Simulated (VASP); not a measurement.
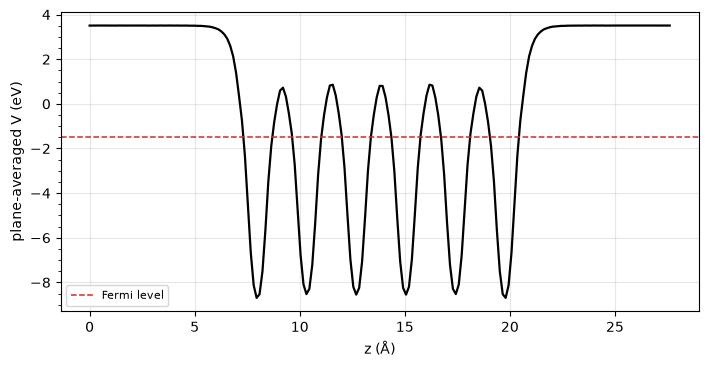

CdO (slab). Plane average of the electrostatic potential (local pseudopotential plus Hartree) felt by an electron across the slab.

These are results of VASP, Kohn-Sham DFT of a periodic cell, PBEsol, VASP PAW PBE potentials, recommended, not measurements.

Core electrons are frozen (PAW), and the valence fields are smoothed inside the atomic spheres.

How far above the Fermi level of the calculation is the vacuum level?

Answer. 5.0 eV.

How thick is the slab, and how wide the vacuum?

Answer. The outermost nuclei are 11.8 Å apart, in 6 atomic planes; the vacuum between periodic images is 15.9 Å wide.
